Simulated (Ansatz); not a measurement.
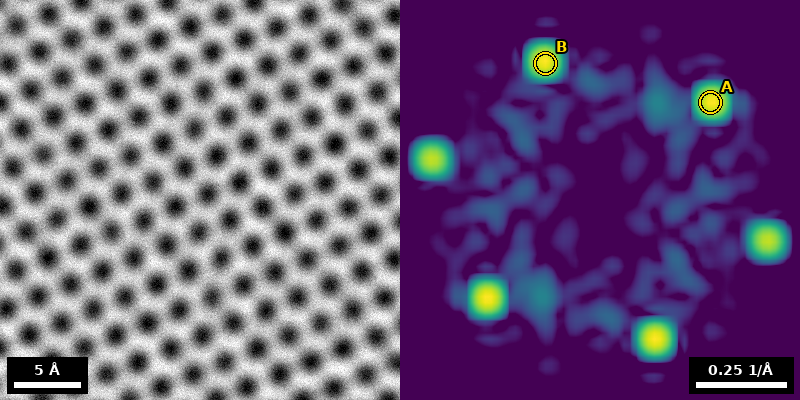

HRTEM-like image of Ga (Fm-3m, No. 225) along [110]. Simulated in the weak-phase-object approximation with neutral-atom potentials: 300 kV, Cs = 1.20 mm, defocus −583 Å (negative is underfocus), defocus spread 30 Å, aperture 0.49 1/Å. Shot noise and the speckle of an amorphous layer were added. Model: the input geometry of a calculation; the starting structure was generated, so it need not be a known form of this composition.

The right panel is the modulus of the image's Fourier transform on a logarithmic scale.

a = 4.207 Å, b = 4.207 Å, c = 4.207 Å, α = 90.00°, β = 90.00°, γ = 90.00°

Index the marked spots and give their plane spacings (the zone axis points at the viewer; indices equivalent by symmetry, or all signs reversed, are as good).

A: (-1 1 -1), d = 2.43 Å; B: (-1 1 1), d = 2.43 Å. A and B enclose 71°, and every spot obeys the zone law hu + kv + lw = 0 for [110].
